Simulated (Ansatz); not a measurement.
Input

```
crystal:
  lattice:
    - [-5.5073398843, 5.5073398843, -5.5073398843]
    - [5.5073398843, -5.5073398843, -5.5073398843]
    - [-5.5073398843, -5.5073398843, 5.5073398843]
  atoms:
    - { symbol: P, position: [0.5, 0.25, 0.25], spin: 0.2 }
    - { symbol: Al, position: [0.2505800321, 0.25, 0.5013700287] }
    - { symbol: Al, position: [0.0, 0.25, 0.75] }
    - { symbol: Al, position: [0.7513700287, 0.0005800321, 0.25] }
    - { symbol: Al, position: [0.7513700287, 0.25, 0.0005800321] }
    - { symbol: Al, position: [0.5, 0.0005800321, 0.5013700287] }
    - { symbol: Al, position: [0.2486299713, -0.0013700287, 0.7492100033] }
    - { symbol: Al, position: [0.0, 0.75, 0.25] }
    - { symbol: Al, position: [0.9992100033, 0.9986299713, 0.9986299713] }
    - { symbol: Al, position: [0.7494199679, 0.7507899967, 0.4994199679] }
    - { symbol: Al, position: [0.5, 0.75, 0.75] }
    - { symbol: Al, position: [0.2505800321, 0.5013700287, 0.25] }
    - { symbol: Al, position: [0.2486299713, 0.7492100033, -0.0013700287] }
    - { symbol: Al, position: [0.0007899967, 0.4994199679, 0.4994199679] }
    - { symbol: Al, position: [0.7494199679, 0.4994199679, 0.7507899967] }
    - { symbol: Al, position: [0.5, 0.5013700287, 0.0005800321] }
    - { symbol: P, position: [0.5, -0.0044918529, 0.25], spin: 0.2 }
    - { symbol: P, position: [0.2497787424, -0.0002212576, 0.5000819003] }
    - { symbol: P, position: [-0.000303158, -8.19003e-05, 0.749696842] }
    - { symbol: P, position: [0.7502212576, 0.750303158, 0.25] }
    - { symbol: P, position: [0.7500819003, -0.0002212576, -0.0002212576] }
    - { symbol: P, position: [0.5, 0.750303158, 0.5002212576] }
    - { symbol: P, position: [0.2499180997, 0.749696842, 0.749696842] }
    - { symbol: P, position: [0.000303158, 0.5002212576, 0.25] }
    - { symbol: P, position: [-0.000303158, 0.749696842, -8.19003e-05] }
    - { symbol: P, position: [0.7544918529, 0.5044918529, 0.5044918529], spin: 0.2 }
    - { symbol: P, position: [0.5, 0.5002212576, 0.750303158] }
    - { symbol: P, position: [0.2455081471, 0.25, 0.25], spin: 0.2 }
    - { symbol: P, position: [0.2497787424, 0.5000819003, -0.0002212576] }
    - { symbol: P, position: [0.000303158, 0.25, 0.5002212576] }
    - { symbol: P, position: [0.7502212576, 0.25, 0.750303158] }
    - { symbol: P, position: [0.5, 0.25, -0.0044918529], spin: 0.2 }
  host:
    lattice:
      - [0.0, 2.7536699422, 2.7536699422]
      - [2.7536699422, 0.0, 2.7536699422]
      - [2.7536699422, 2.7536699422, 0.0]
    atoms:
      - { symbol: Al, position: [0.0, 0.0, 0.0] }
      - { symbol: P, position: [0.75, 0.75, 0.75] }
total_charge: 1
basis:
  ecutwfc: 420
  xc_grid: 2
kpoints:
  mp_grid: { grid: [2, 2, 2], shift: [0.5, 0.5, 0.5] }
hamiltonian:
  xc: pbe
scf:
  occupations: { method: gaussian, width: 0.01 }
output:
  forces: true
  stress: false
  eigenvalues: true
  populations: true
  charged_corrections:
    defect_position: [0.5, 0.25, 0.25]
    epsilon: [[10.3826, 0.0, 0.0], [0.0, 10.3826, 0.0], [0.0, 0.0, 10.3826]]
  write_density: true
  write_potential: true
  elf: true
  volumetric_format: npy
magnetization:
  spin_polarized: true
relax:
  adjacent_minimum: "off"
  f_tol: 0.025
  max_steps: 45
```

Launched as:

```sh
ansatz run input.yaml --threads 4 --pin off --max-ram 6144MiB --backend cpu --events-out ev --progress --plain --runs-dir out
```

The fields are those of the relaxed geometry.

Spin-polarised.

Method: DFT PBE, scalar-relativistic, plane waves, PAW (Ansatz).

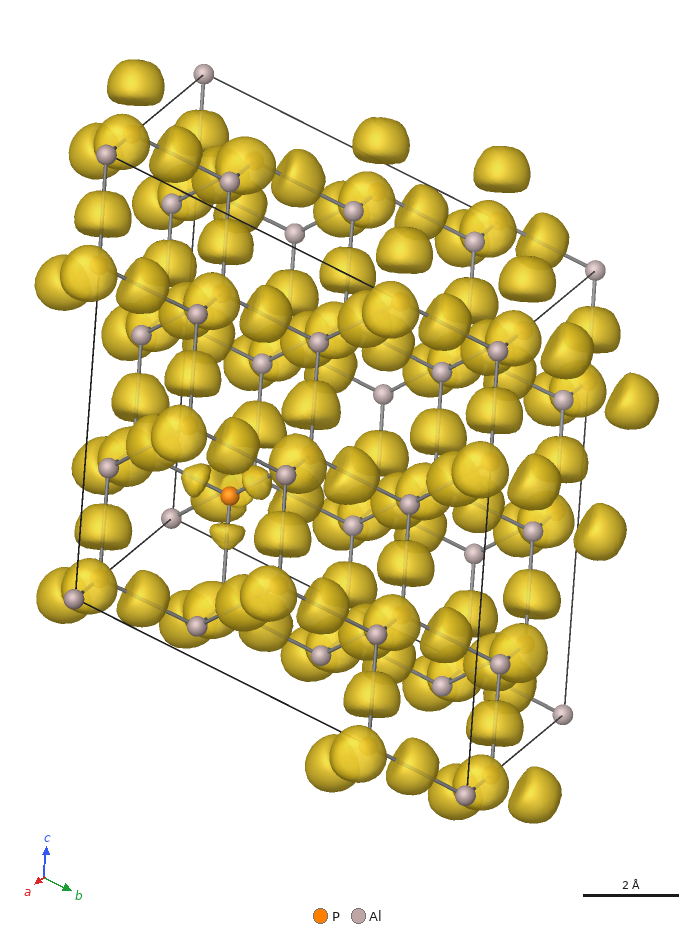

Al15P17 (cell charge +1, with a compensating background) (cell with a defect). Isosurface of the ELF at 0.85 (yellow), seen slightly off an axis. Only the valence region is drawn (cores and ρ < 0.01 e/Å³ removed). Sticks mark near contacts.

> Identify the bonds, lone pairs and shells in this picture.

The ELF exceeds this value in 60 regions between bonded Al–P atoms and four regions between bonded P–P atoms, counted in one cell of 32 atoms. Regions shared between cells count once. Along the contacts the grid gives the following. P–P (2.34 Å): the ELF peaks at about 0.90 between the atoms. Al–P (2.37 Å): the ELF peaks at about 0.95 between the atoms.
